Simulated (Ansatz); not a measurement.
# Run report: WSe2, geometry relaxation (part 2 of 2)

WSe2 (6 atoms in the cell); DFT r2SCAN+D3(BJ), scalar-relativistic, plane waves, PAW, no spin polarisation (Ansatz 0.2.0); cutoff 500 eV, 9×9×2 k-mesh, Gaussian smearing of 0.02 eV. The structure derives from an entry of the Crystallography Open Database.

Geometry of the input (Å; fractional positions):
```
3.3574  0.0000  0.0000
-1.6787  2.9076  0.0000
0.0000  0.0000  13.8796
W  0.3333  0.6667  0.2500
W  0.6667  0.3333  0.7500
Se 0.3333  0.6667  0.6288
Se 0.6667  0.3333  0.1288
Se 0.3333  0.6667  0.8712
Se 0.6667  0.3333  0.3712
```

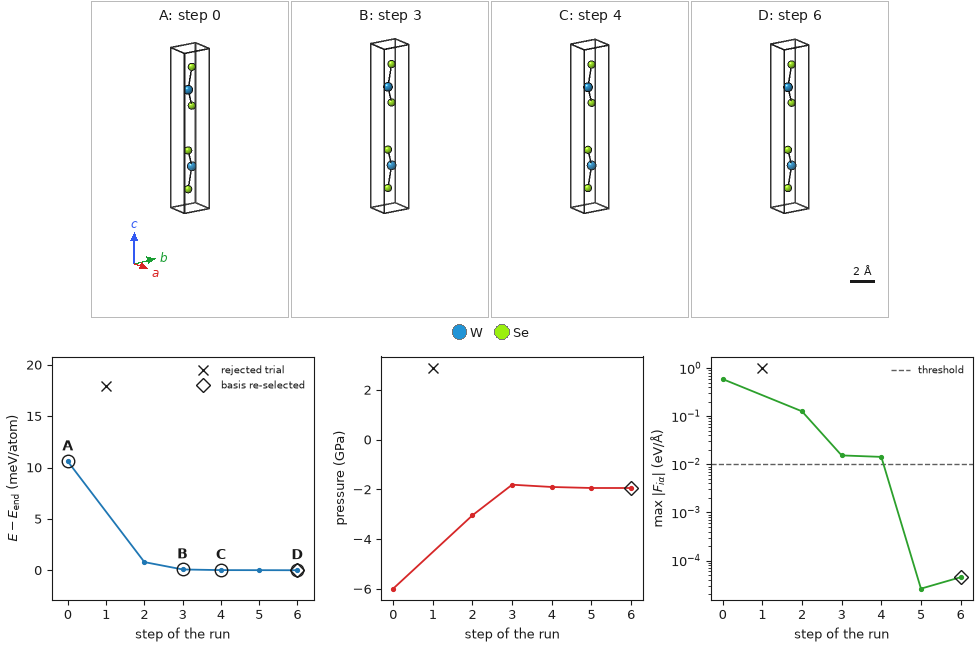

Figure 1. Frames of the relaxation (ball-and-stick view of the cell of the calculation, seen slightly off an axis) above the curves, on which the letters mark them (the first geometry is step 0 here and step 1 in the log).

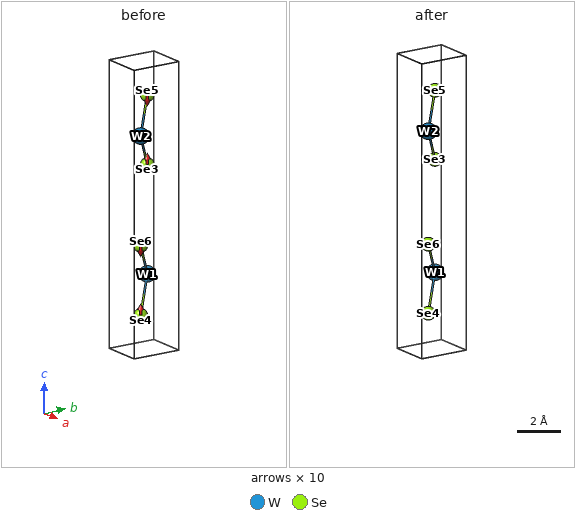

Figure 2. Before (left) and after (right) the relaxation, at one scale (ball-and-stick view of the cell of the calculation, seen slightly off an axis). The red arrows give the displacements (without the part carried along by the change of the cell), magnified 10 times. The largest moves relative to the cell, 0.058 Å, are those of Se3, Se4, Se5 and Se6. W stays in place. The drawn cell changes at constant volume: a = b 3.357 → 3.321 Å (−1.1 %), c 13.880 → 14.182 Å (+2.2 %). Among the contacts that change: W1–Se4 2.567 → 2.537 Å. The space group stays P6_3/mmc (No. 194). Over 5 geometry steps the energy falls by 10.6 meV per atom. The largest force component goes from 0.59 to under 0.0001 eV/Å. Pressure: −5.99 GPa at the start and −1.94 GPa at the end. The line search rejected the trial step at point 1 (counted from 0) and went back. A last SCF at the same geometry on a re-selected plane-wave basis shifts the energy by next to nothing (0.0 meV per atom). (Atoms are counted from 1 in the order of the input.)

```
basis re-selected at this cell: Δ(F+E_penalty+E_count) = -4.431e-5 eV, ΔP = -0.000 GPa vs the last step (what re-selecting the basis moved, of the pressure what is left beyond the Pulay correction that the steps carried, after the strain that the cell walked since its last selection, with what the two solves' SCF thresholds leave and, on support functions, any second-order correction that the steps lacked; it is no measure of the basis error at this ecutwfc). This SCF's stress stands 4.17e-3 GPa from its target on what of the cell is left free (relax.cell.stress_tol is 1.00e-1 GPa) and its largest allowed force component is 4.47e-5 eV/Å (relax.f_tol is 1.00e-2 eV/Å): within both
SCF converged after 5 iterations
Free energy (F): -42711.950515 eV
Harris-Foulkes:  -42711.950515 eV  (|F-HF|=1.60e-10)
Internal energy: -42711.950515 eV  (E = F + TS)
E sigma→0 (E₀):  -42711.950515 eV
Fermi energy:    11.490720 eV
--- Per-component energies (eV) ---
  E_band       = -1934.514093
  E_kinetic    = 1378.774920
  E_local      = -13482.219226  (includes V_loc(G=0)·N_el)
  E_nonlocal   = -2376.495663
  E_hartree    = 6441.401756
  E_xc         = -892.125825
  E_vxc        = -944.039164  (∫ρ·V_xc dr)
  E_paw        = -24887.543194  (= ΣΔE_a)
  E_vpaw       = 558.991632  (= ΣTr[D̂ρ^β])
  E_aug_tail   = -0.000965  (compensation charges beyond the density's cutoff)
  E_vtau       = 47.669668  (kinetic-family band-sum trace: ∫τ·v_τ [+ j·A + Jᵃ·Aᵃ] dr)
  E_ewald      = -8884.330401
  E_disp       = -1.176940  (pairwise vdW)
  E_core_change = -8.234979  (= ΣΔE_core)
  E_smearing   = -0.000000  (= −TS)
  E_closure    = -0.000000  (closes the sum)
  Σ components = -42711.950515   (vs F -42711.950515, Δ=0.00e0)
--- Forces (eV/Å), atoms counted from 1 ---
  atom   1  W     -0.00000000    -0.00000000    -0.00000000
  atom   2  W     -0.00000000     0.00000000     0.00000000
  atom   3  Se     0.00000000    -0.00000000    -0.00004471
  atom   4  Se    -0.00000000     0.00000000    -0.00004471
  atom   5  Se     0.00000000    -0.00000000     0.00004471
  atom   6  Se    -0.00000000     0.00000000     0.00004471
  max |Σ_I F_I| component: 1.39e-17 eV/Å
--- Stress (GPa, compression-positive) ---
       -1.944385      -0.000000      -0.000000
       -0.000000      -1.944385      -0.000000
       -0.000000      -0.000000      -1.938124
  P = ⅓ Tr σ = -1.9423 GPa (-19.423 kbar)
--- Band table (eV; the first three rows and the last of 24) ---
  k-point 0: bands = ["-65.3180", "-65.3180", "-37.7694", "-37.7694", "-37.7694", "-37.7694", "-37.7686", "-37.7686", "-37.7686", "-37.7686", "-37.7366", "-37.7366", "-37.7366", "-37.7366", "-37.7351", "-37.7351", "-37.7351", "-37.7351", "-37.7221", "-37.7220", "-37.7194", "-37.7193", "-28.9380", "-28.9380", "-28.8374", "-28.8374", "-28.8374", "-28.8374", "-4.7863", "-4.7160", "-3.4565", "-3.3301", "3.9790", "4.4642", "7.7655", "8.0572", "8.0572", "8.0617", "8.0617", "9.1359", "9.2171", "9.2171", "9.2308", "9.2308", "10.0488", "10.7507", "13.6726", "13.6726", "13.6869", "13.6869", "13.8297", "13.8297", "13.8886", "13.8886", "15.6430", "16.3288"]
  k-point 1: bands = ["-65.3180", "-65.3180", "-37.7694", "-37.7694", "-37.7694", "-37.7694", "-37.7686", "-37.7686", "-37.7686", "-37.7686", "-37.7366", "-37.7366", "-37.7366", "-37.7366", "-37.7351", "-37.7351", "-37.7351", "-37.7351", "-37.7220", "-37.7220", "-37.7194", "-37.7194", "-28.9380", "-28.9380", "-28.8374", "-28.8374", "-28.8374", "-28.8374", "-4.7526", "-4.7526", "-3.3922", "-3.3922", "4.2011", "4.2011", "8.0594", "8.0594", "8.0594", "8.0594", "8.3507", "8.3507", "9.2239", "9.2239", "9.2239", "9.2239", "10.5198", "10.5198", "13.6781", "13.6781", "13.6781", "13.6781", "13.8607", "13.8607", "13.8607", "13.8607", "15.9886", "15.9886"]
  k-point 2: bands = ["-65.3169", "-65.3169", "-37.7692", "-37.7692", "-37.7688", "-37.7688", "-37.7687", "-37.7687", "-37.7681", "-37.7681", "-37.7367", "-37.7367", "-37.7367", "-37.7367", "-37.7355", "-37.7354", "-37.7352", "-37.7352", "-37.7218", "-37.7218", "-37.7191", "-37.7191", "-28.9323", "-28.9323", "-28.8644", "-28.8644", "-28.8436", "-28.8436", "-4.5998", "-4.5300", "-3.3631", "-3.2427", "4.2145", "4.6987", "7.5062", "7.5262", "7.5364", "8.2309", "8.2390", "8.2974", "8.9154", "8.9324", "9.1658", "9.6150", "10.0370", "10.5376", "13.1644", "13.3687", "13.4623", "13.4722", "13.5939", "13.6678", "13.9733", "14.0131", "16.5104", "17.1945"]
  k-point 23: bands = ["-65.3067", "-65.3067", "-37.7677", "-37.7677", "-37.7662", "-37.7662", "-37.7660", "-37.7660", "-37.7658", "-37.7658", "-37.7387", "-37.7387", "-37.7375", "-37.7375", "-37.7364", "-37.7364", "-37.7363", "-37.7363", "-37.7199", "-37.7199", "-37.7169", "-37.7169", "-29.0086", "-29.0086", "-28.9816", "-28.9816", "-28.8830", "-28.8830", "-2.4581", "-2.4581", "-2.2964", "-2.2964", "5.0700", "5.0700", "5.1655", "5.1655", "6.1111", "6.1111", "6.6367", "6.6367", "7.2379", "7.2379", "8.1615", "8.1615", "10.6030", "10.6030", "12.2313", "12.2313", "13.6788", "13.6788", "14.2879", "14.2879", "15.6753", "15.6753", "17.1247", "17.1247"]
--- Relaxed structure (6 steps of the walk, 5 accepted, 1 SCFs on fresh bases) ---
  F+E_penalty+E_count = -42711.95051529 eV   max|allowed force component| = 4.471e-5 eV/Å   (the final SCF, on the basis selected at the relaxed cell)
  cell:  # Å, volume = 135.4933 Å³
    - [3.321371403799369, -2.8557576242616852e-11, 6.741242237112579e-19]
    - [-1.660685701874953, 2.8763920111077153, -3.3706211185060615e-19]
    - [2.786850721653155e-18, 1.5087644078890713e-32, 14.182484695422435]
  atoms:
    - { symbol: W, position: [0.3333333333333333, 0.6666666666666666, 0.25000000000000006] }
    - { symbol: W, position: [0.6666666666666665, 0.33333333333333337, 0.7500000000000001] }
    - { symbol: Se, position: [0.3333333333333333, 0.6666666666666666, 0.6328971348249012] }
    - { symbol: Se, position: [0.6666666666666665, 0.33333333333333337, 0.132897134824901] }
    - { symbol: Se, position: [0.3333333333333333, 0.6666666666666666, 0.8671028651750992] }
    - { symbol: Se, position: [0.6666666666666665, 0.33333333333333337, 0.3671028651750991] }
```

Trajectory as extended XYZ (Å, eV, eV/Å), 7 frames, from step=1 to step=7
```
6
Lattice="3.3574 0.0000 0.0000 -1.6787 2.9076 0.0000 0.0000 0.0000 13.8796" Properties=species:S:1:pos:R:3:forces:R:3 step=1 energy=-42711.88699 pressure_GPa=-5.99
W     0.0000    1.9384    3.4699    0.0000   0.0000   0.0000
W     1.6787    0.9692   10.4097    0.0000   0.0000   0.0000
Se    0.0000    1.9384    8.7274    0.0000   0.0000   0.5934
Se    1.6787    0.9692    1.7876    0.0000   0.0000   0.5934
Se    0.0000    1.9384   12.0920    0.0000   0.0000  -0.5934
Se    1.6787    0.9692    5.1522    0.0000   0.0000  -0.5934
6
Lattice="3.3141 0.0000 0.0000 -1.6570 2.8701 0.0000 0.0000 0.0000 14.2451" Properties=species:S:1:pos:R:3:forces:R:3 step=2 energy=-42711.84289 pressure_GPa=2.90 accepted=F
W     0.0000    1.9134    3.5613    0.0000   0.0000   0.0000
W     1.6570    0.9567   10.6838    0.0000   0.0000   0.0000
Se    0.0000    1.9134    9.0733    0.0000   0.0000  -1.0303
Se    1.6570    0.9567    1.9508    0.0000   0.0000  -1.0303
Se    0.0000    1.9134   12.2943    0.0000   0.0000   1.0303
Se    1.6570    0.9567    5.1717    0.0000   0.0000   1.0303
6
Lattice="3.3344 0.0000 0.0000 -1.6672 2.8877 0.0000 0.0000 0.0000 14.0720" Properties=species:S:1:pos:R:3:forces:R:3 step=3 energy=-42711.94576 pressure_GPa=-3.04
W     0.0000    1.9251    3.5180    0.0000   0.0000   0.0000
W     1.6672    0.9626   10.5540    0.0000   0.0000   0.0000
Se    0.0000    1.9251    8.8908    0.0000   0.0000   0.1268
Se    1.6672    0.9626    1.8548    0.0000   0.0000   0.1268
Se    0.0000    1.9251   12.2172    0.0000   0.0000  -0.1268
Se    1.6672    0.9626    5.1812    0.0000   0.0000  -0.1268
6
Lattice="3.3166 0.0000 0.0000 -1.6583 2.8723 0.0000 0.0000 0.0000 14.2233" Properties=species:S:1:pos:R:3:forces:R:3 step=4 energy=-42711.95006 pressure_GPa=-1.81
W     0.0000    1.9148    3.5558    0.0000   0.0000   0.0000
W     1.6583    0.9574   10.6675    0.0000   0.0000   0.0000
Se    0.0000    1.9148    9.0041    0.0000   0.0000   0.0153
Se    1.6583    0.9574    1.8925    0.0000   0.0000   0.0153
Se    0.0000    1.9148   12.3308    0.0000   0.0000  -0.0153
Se    1.6583    0.9574    5.2192    0.0000   0.0000  -0.0153
6
Lattice="3.3219 0.0000 0.0000 -1.6610 2.8769 0.0000 0.0000 0.0000 14.1778" Properties=species:S:1:pos:R:3:forces:R:3 step=5 energy=-42711.95044 pressure_GPa=-1.90
W     0.0000    1.9179    3.5445    0.0000   0.0000   0.0000
W     1.6610    0.9590   10.6334    0.0000   0.0000   0.0000
Se    0.0000    1.9179    8.9736    0.0000   0.0000  -0.0143
Se    1.6610    0.9590    1.8846    0.0000   0.0000  -0.0143
Se    0.0000    1.9179   12.2932    0.0000   0.0000   0.0143
Se    1.6610    0.9590    5.2043    0.0000   0.0000   0.0143
6
Lattice="3.3214 0.0000 0.0000 -1.6607 2.8764 0.0000 0.0000 0.0000 14.1825" Properties=species:S:1:pos:R:3:forces:R:3 step=6 energy=-42711.95047 pressure_GPa=-1.94
W     0.0000    1.9176    3.5456    0.0000   0.0000   0.0000
W     1.6607    0.9588   10.6369    0.0000   0.0000   0.0000
Se    0.0000    1.9176    8.9761    0.0000   0.0000   0.0000
Se    1.6607    0.9588    1.8848    0.0000   0.0000   0.0000
Se    0.0000    1.9176   12.2977    0.0000   0.0000   0.0000
Se    1.6607    0.9588    5.2064    0.0000   0.0000   0.0000
6
Lattice="3.3214 0.0000 0.0000 -1.6607 2.8764 0.0000 0.0000 0.0000 14.1825" Properties=species:S:1:pos:R:3:forces:R:3 step=7 energy=-42711.95051 pressure_GPa=-1.94
W     0.0000    1.9176    3.5456    0.0000   0.0000   0.0000
W     1.6607    0.9588   10.6369    0.0000   0.0000   0.0000
Se    0.0000    1.9176    8.9761    0.0000   0.0000   0.0000
Se    1.6607    0.9588    1.8848    0.0000   0.0000   0.0000
Se    0.0000    1.9176   12.2977    0.0000   0.0000   0.0000
Se    1.6607    0.9588    5.2064    0.0000   0.0000   0.0000
```

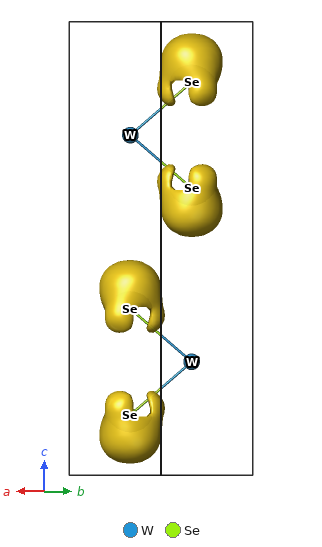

Figure 3. Isosurface of the ELF at 0.75 (yellow), seen along [110]. Core shells and regions of very low density are left out. Sticks mark near contacts. The outline is the cell set on symmetry axes. Along the contacts the grid gives the following. W–Se (2.54 Å): the ELF is about 0.55 at the midpoint. In a PAW calculation such maps are meaningful between the atoms, not at the nuclei.

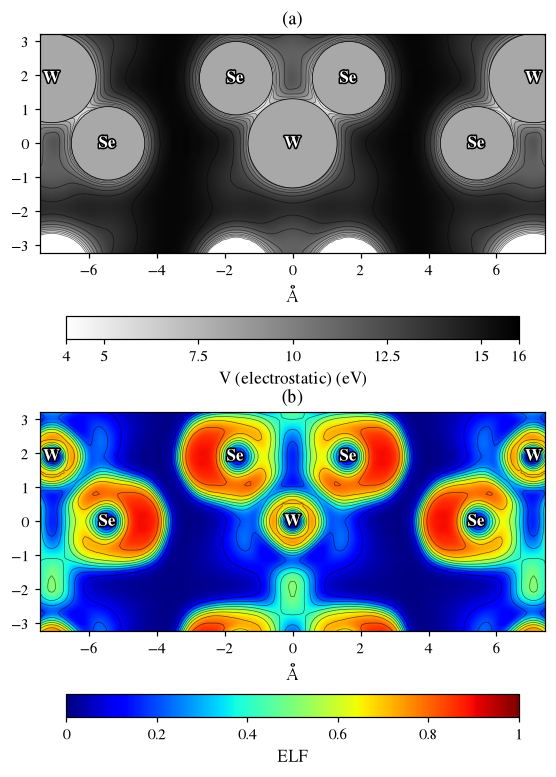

Figure 4. (a) electrostatic potential (local pseudopotential plus Hartree) felt by an electron; (b) electron localisation function on the (110) plane of the conventional cell. Grey discs, where drawn, cover atomic cores. The section cuts through W and Se sites. W–Se (2.54 Å): the ELF is about 0.55 at the midpoint. The strong features right at W lie inside the PAW spheres (semicore, d or f shells) and say nothing about bonding. Outside the cores the potential energy rises away from the atoms and is highest about 2.3 Å from the nearest atoms; outside the discs it spans about 11 eV, and its zero is arbitrary.

Summary

- outcome: converged
- space group (tolerance 0.01 Å): P6₃/mmc (194)
- electrons treated: 92
- free energy: −42711.9505 eV
- Fermi energy: 11.491 eV
- gap on the k-point mesh: 1.48 eV
- pressure: −1.94 GPa
- final volume: 135.49 Å³
- largest force (length of the vector) at the end: under 0.001 eV/Å
- final cell: a = 3.321 Å, b = 3.321 Å, c = 14.182 Å, α = 90.00°, β = 90.00°, γ = 120.00°
- hardware: 4 threads of Intel Xeon @ 2.50GHz (Skylake/Cascade Lake), 32 GiB of memory available, shared host
- wall time: 33 s (CPU time 2.1 min)
- peak memory: 0.93 GiB

Remarks

Notes on the run: the dispersion correction has no parameters fitted for this combination and takes those fitted for r2SCAN with other terms. Spin–orbit coupling is left out, which matters for W.
